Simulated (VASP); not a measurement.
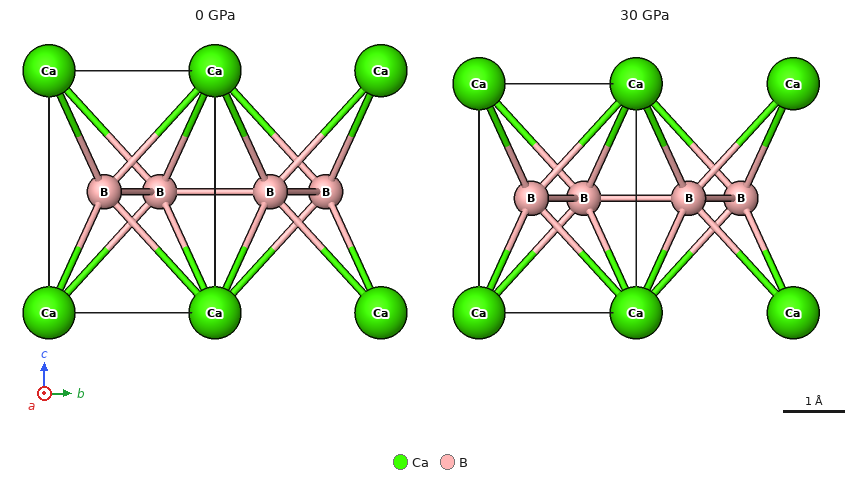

A crystal of CaB₂ (set up in P6/mmm), relaxed (cell and atoms) at several target pressures. The picture shows the first and the last member. The picture is a ball-and-stick view of the cell of the calculation, repeated 1 × 2 × 1 with one cell outlined, seen along the a axis.

Computed with VASP 6.6.1: LDA, VASP PAW LDA potentials, recommended. (plane-wave cutoff 600 eV; k-point mesh 9 × 9 × 7; occupations fermi-dirac; smearing width 0.05 eV; no spin polarisation)

```
pressure (GPa)  volume (Å³/atom)  a (Å)  c (Å)
             0            11.584  3.167  4.001
             2                 ?      ?      ?
             5            11.189  3.131  3.955
            10            10.847  3.099  3.914
            20            10.285  3.044  3.844
            30             9.824  2.998  3.786
```

### Estimate the missing row from the others, and compare with the calculation.

Murnaghan's form V = V₀(1 + B′P/B₀)^(−1/B′), with V₀ = 11.584 Å³ from the row at zero pressure, fits the other rows with B₀ = 136 GPa and B′ = 3.38 (largest miss 0.005 Å³). At 2 GPa it gives 11.584 × (1 + 3.38 × 2/136)^(−1/3.38) = 11.419 Å³ per atom. The calculation gives 11.418 Å³/atom (a = 3.152 Å, c = 3.982 Å). The estimate is 0.001 Å³/atom too high. From the first member to the last: Ca–Ca 3.167 → 2.998 Å, B–Ca 2.710 → 2.565 Å, B–B 1.828 → 1.731 Å.

The whole series:

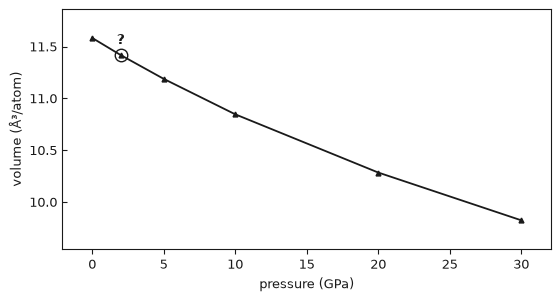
